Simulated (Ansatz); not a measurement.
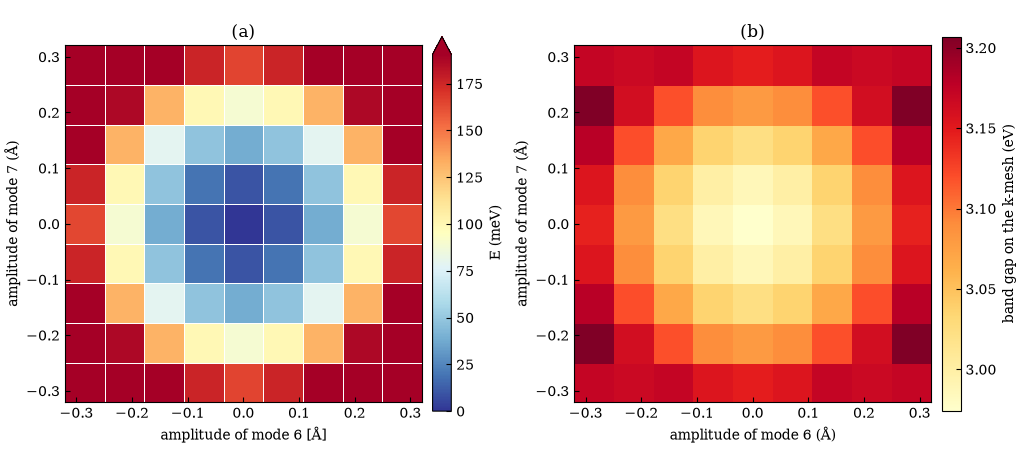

SrO (P6_3/mmc, No. 194; 4 atoms in the cell). The energy is mapped over two normal modes frozen in (zone-centre modes of the 4-atom cell of this scan). First axis: amplitude of mode 6 (177 cm⁻¹), largest displacement. Second axis: amplitude of mode 7 (177 cm⁻¹), largest displacement. Nothing is relaxed (the cell and all other modes fixed). Grid: 9 × 9 points; 25 points were computed and 56 follow by symmetry. Points are written as (first, second). All energies are given in meV per cell relative to the lowest grid point. These are results of Ansatz 0.2.0, DFT PBE, scalar-relativistic, plane waves, PAW, not measurements. Settings: cutoff 520 eV, k-mesh 9×9×4 in the order of the run's cell vectors, gaussian smearing 0.05 eV, no spin polarisation.

Panel (a) is the energy; panel (b) is the computed band gap on the k-mesh, in eV.

Drawn: one coloured cell a grid point, one colour for all values above the top of the scale.

Question: How does the band gap on the k-mesh vary over the map, and what is it at the lowest grid point?

Answer: It runs from 2.97 eV at (0.000 Å, 0.000 Å) to 3.21 eV at (−0.285 Å, −0.214 Å). At the lowest grid point, (0.000 Å, 0.000 Å), it is 2.97 eV.
